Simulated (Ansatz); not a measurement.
MgO (space group P6_3mc, No. 186). Coordinates: the end point of a relaxation with DFT, PBE, PAW with Ansatz's default frozen-core files, scalar-relativistic (Ansatz 0.2.0); the starting structure was generated, so it need not be a known form of this composition.

```cif
data_structure
_symmetry_space_group_name_H-M 'P 1'
_symmetry_Int_Tables_number 1
_cell_length_a 3.3146
_cell_length_b 3.3146
_cell_length_c 5.1219
_cell_angle_alpha 90.000
_cell_angle_beta 90.000
_cell_angle_gamma 120.000
_cell_volume 48.73
loop_
_atom_site_label
_atom_site_type_symbol
_atom_site_fract_x
_atom_site_fract_y
_atom_site_fract_z
_atom_site_occupancy
Mg1 Mg 0.33333 0.66667 0.99207 1
Mg2 Mg 0.66667 0.33333 0.49207 1
O1 O 0.33333 0.66667 0.38393 1
O2 O 0.66667 0.33333 0.88393 1
```

Describe the stacking along c, with columns A (0, 0), B (1/3, 2/3), C (2/3, 1/3) of the hexagonal mesh.

O(B) – Mg(C) – O(C) – Mg(B) (four layers in 5.12 Å).

O layers alone: BC, the hexagonal close-packed type.

Mg: two tetrahedral sites in each hexagonal cell.

Polytype symbol 2H, the symbol of a tetrahedral polytype (number of double layers in the repeat and lattice).

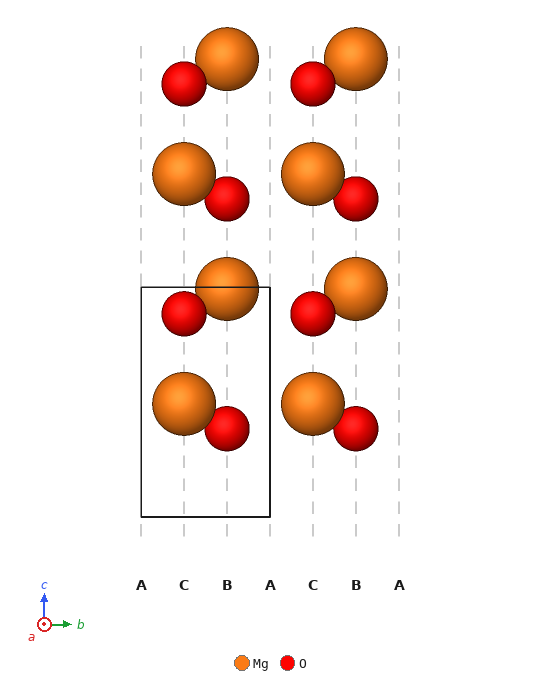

Projection along an edge of the hexagonal mesh, stacking direction c upwards. The dashed lines mark the three columns A (0, 0), B (1/3, 2/3) and C (2/3, 1/3). The sequence starts with the first layer at or above the cell's origin.
